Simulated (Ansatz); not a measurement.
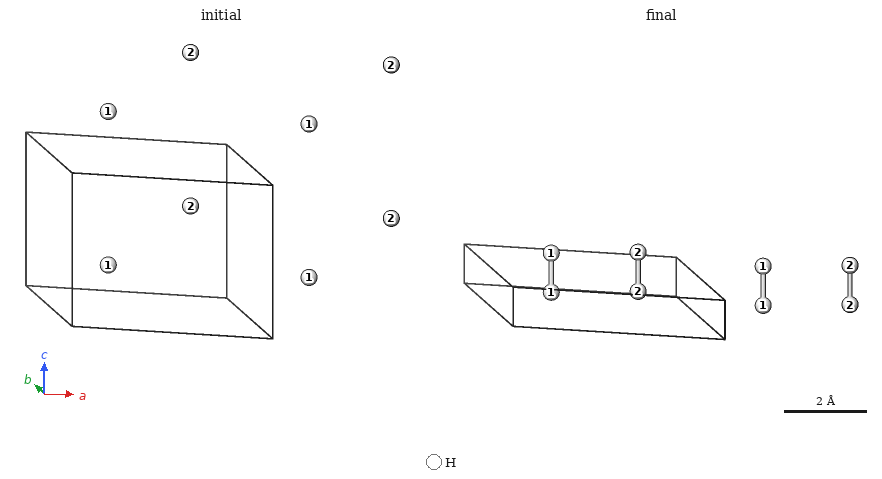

The structure of a crystal of H (built on the database_194 type) before (left) and after (right) a relaxation, at one scale.

Style: ball-and-stick. Shown: the cell of the calculation, repeated 2 × 1 × 2 with one cell outlined, from a free direction.

Case: structure listed in a database for this formula (P6_3/mmc, No. 194).

Theory: DFT PBEsol, scalar-relativistic, plane waves, PAW (Ansatz 0.2.0).

Input
```yaml
crystal:
  lattice:
    - [5.1702470185, 0.0, 0.0]
    - [-2.5851235093, 4.4775652619, 0.0]
    - [0.0, 0.0, 3.849525]
  atoms:
    - { symbol: H, position: [0.33333333, 0.66666667, 0.25] }
    - { symbol: H, position: [0.66666667, 0.33333333, 0.75] }
basis:
  ecutwfc: 420
kpoints:
  mp_grid: { grid: [12, 12, 14] }
hamiltonian:
  xc: pbesol
scf:
  occupations: { method: gaussian, width: 0.1 }
output:
  forces: true
  stress: true
  eigenvalues: true
relax:
  adjacent_minimum: "off"
  f_tol: 0.01
  max_steps: 80
  cell: { stress_tol: 0.05 }
```

Q: What changed between the two?

A: The energy falls by 2795 meV per atom in 26 accepted moves (28 points after the start). All forces vanish by symmetry, so only the cell relaxes. The pressure goes from −1.71 to 0.03 GPa. At 2 points the geometry stayed and the basis and grid were re-selected for the new cell (energy shift of 0.8 meV per atom at most each time). No atom moves by more than 0.005 Å relative to the cell. The volume changes by −71.5 %, with a = b 5.170 → 5.457 Å (+5.6 %), c 3.850 → 0.983 Å (−74.5 %). Some distances before and after: H1–H1 3.850 → 0.983 Å. The space group stays P6_3/mmc (No. 194).
